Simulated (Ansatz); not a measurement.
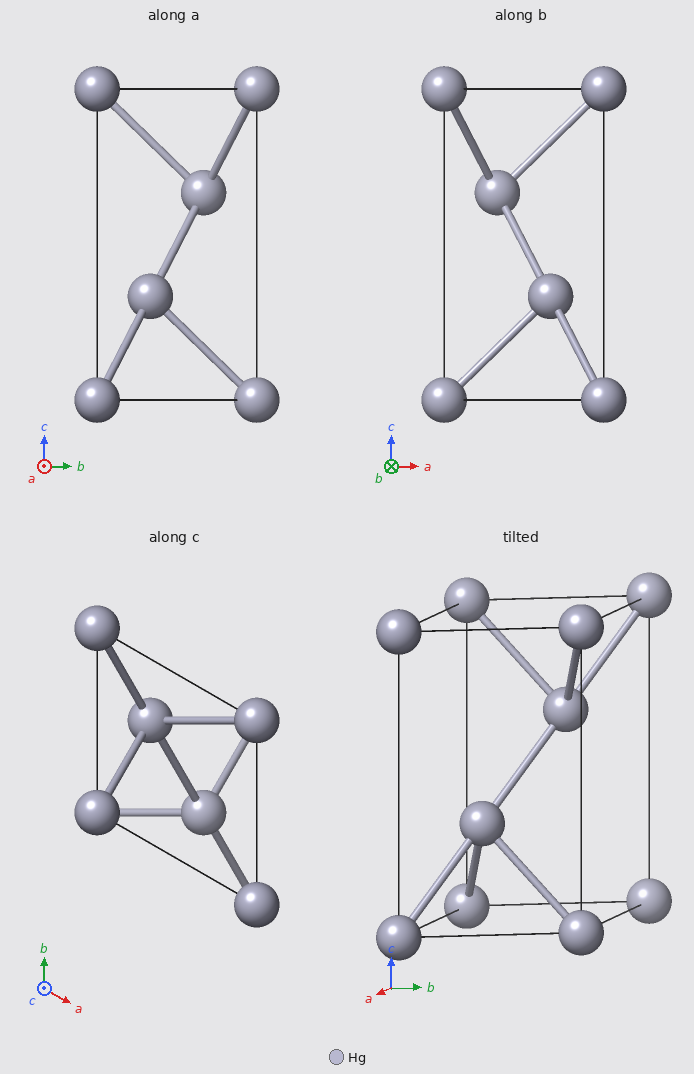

A ball-and-stick picture of a crystal structure, seen along the a axis, along the b axis, along the c axis and slightly off an axis. One conventional unit cell is framed, with atoms on its boundary repeated.

Lattice parameters: a = 3.8827 Å, b = 3.8827 Å, c = 6.5523 Å, α = 90.000°, β = 90.000°, γ = 120.000°.

Give the structure in the form of a CIF in P1 with every atom of the cell.

Answer.
```cif
data_structure
_symmetry_space_group_name_H-M 'P 1'
_symmetry_Int_Tables_number 1
_cell_length_a 3.8827
_cell_length_b 3.8827
_cell_length_c 6.5523
_cell_angle_alpha 90.000
_cell_angle_beta 90.000
_cell_angle_gamma 120.000
_cell_volume 85.55
loop_
_atom_site_label
_atom_site_type_symbol
_atom_site_fract_x
_atom_site_fract_y
_atom_site_fract_z
_atom_site_occupancy
Hg1 Hg 0.0000 0.0000 0.0000 1
Hg2 Hg 0.6667 0.3333 0.3333 1
Hg3 Hg 0.3333 0.6667 0.6667 1
```

Starting structure: a structure type known for this element. The geometry comes from a coarse first relaxation with DFT PBE, scalar-relativistic, plane waves, PAW (Ansatz 0.2.0).
